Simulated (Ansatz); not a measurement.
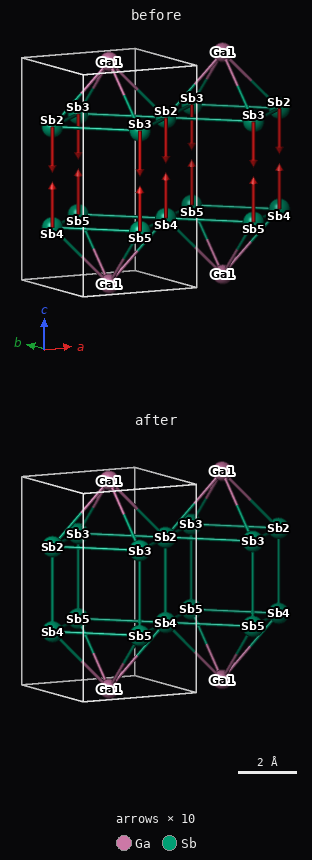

The structure of crystalline GaSb$_{4}$ (a generated structure, set up in P4/mmm) (coarse preliminary run) before (top) and after (bottom) a relaxation, at one scale. The red arrows give the displacements (the part carried along by the change of the cell is left out), magnified 10 times.

Style: ball-and-stick. Shown: the cell of the calculation, repeated 2 × 1 × 1 with one cell outlined, from a free direction.

The calculation used DFT PBE, scalar-relativistic, plane waves, PAW in Ansatz 0.2.0.

The input:
```yaml
crystal:
  lattice:
    - [4.50535294, 0.0, 0.0]
    - [0.0, 4.50535294, 0.0]
    - [0.0, 0.0, 7.83111057]
  atoms:
    - { symbol: Ga, position: [0.5, 0.5, 0.0] }
    - { symbol: Sb, position: [0.0, 0.5, 0.72681939] }
    - { symbol: Sb, position: [0.5, 0.0, 0.72681939] }
    - { symbol: Sb, position: [0.0, 0.5, 0.27318061] }
    - { symbol: Sb, position: [0.5, 0.0, 0.27318061] }
basis:
  ecutwfc: 420
kpoints:
  mp_grid: { grid: [4, 4, 2] }
hamiltonian:
  xc: pbe
scf:
  occupations: { method: gaussian, width: 0.1 }
  lower_state_search: "off"
output:
  forces: true
  stress: true
  eigenvalues: true
relax:
  adjacent_minimum: "off"
  f_tol: 0.04
  max_steps: 70
  cell: { stress_tol: 0.4 }
```

Launched with:
```bash
ansatz run input.yaml --threads 1 --pin off --max-ram 2560MiB --backend cpu --events-out ev --progress --plain --runs-dir out
```

Question: Describe what moved and what it gained.

Answer: The largest moves relative to the cell, 0.16 Å, are those of Sb2, Sb3, Sb4 and Sb5. Sb2 goes along −c. Ga stays in place. The volume changes by −7.0 %, with a = b 4.505 → 4.486 Å (−0.4 %), c 7.831 → 7.344 Å (−6.2 %). Near-neighbour distances that change, for instance: Sb2–Sb4 3.552 → 3.003 Å, Ga1–Sb2 3.107 → 3.121 Å, Sb2–Sb3 3.186 → 3.172 Å. The space group stays P4/mmm (No. 123). The energy falls by 104 meV per atom in 4 accepted moves (6 points after the start). Largest force component: 0.22 eV/Å at the start, 0.014 eV/Å at the end. The pressure goes from −3.30 to 0.05 GPa. The line search rejected the trial step at point 2 of the run. At 1 point the geometry stayed and the basis and grid were re-selected for the new cell (energy shift of 0.4 meV per atom at most each time). The run took 84 s on 1 thread of Intel(R) Xeon(R) Processor @ 2.50GHz (Skylake/Cascade Lake), on a shared host, peak memory 0.46 GiB.

Limits of the set-up: the k-point mesh is coarse for a cell with partly filled bands.
